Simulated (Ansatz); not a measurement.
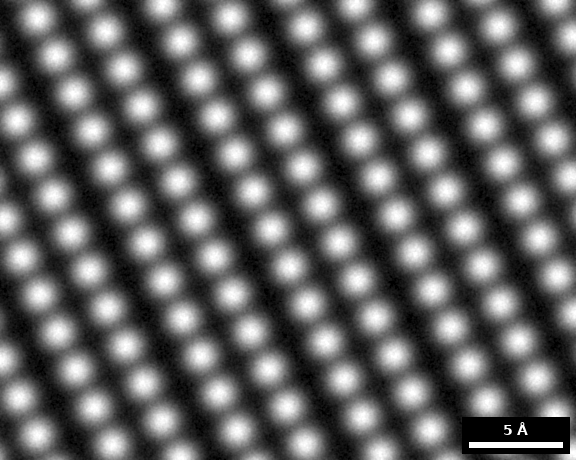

Dark-field STEM-like image of a crystal. Simulated incoherent Z contrast: every atom adds Z^1.8 spread by a probe of 1.30 Å full width; channelling and multiple scattering are left out. The probe carries 15 % of its weight in a tail 2.5 times as wide. The display is stretched by a gamma of 0.65; percentages refer to the linear signal. Shot noise was added.

Q: Measure the repeat of the pattern.

A: The pattern repeats on a rectangular net of 2.3 × 6.4 Å.

Q: What is the plane group of the image?

A: p2mm: mirror lines in two perpendicular directions, with twofold points where they cross.

Q: How many columns does the smallest repeating cell hold, and how many levels of brightness?

A: 2 columns in the primitive cell of 14.5 Å², all of one brightness.

The crystal is Bi (Cmce, No. 64) seen along [001]. Model: the end point of a relaxation with DFT r2SCAN, scalar-relativistic, plane waves, PAW (Ansatz 0.2.0); the starting structure was generated, so it need not be a known form of this composition.
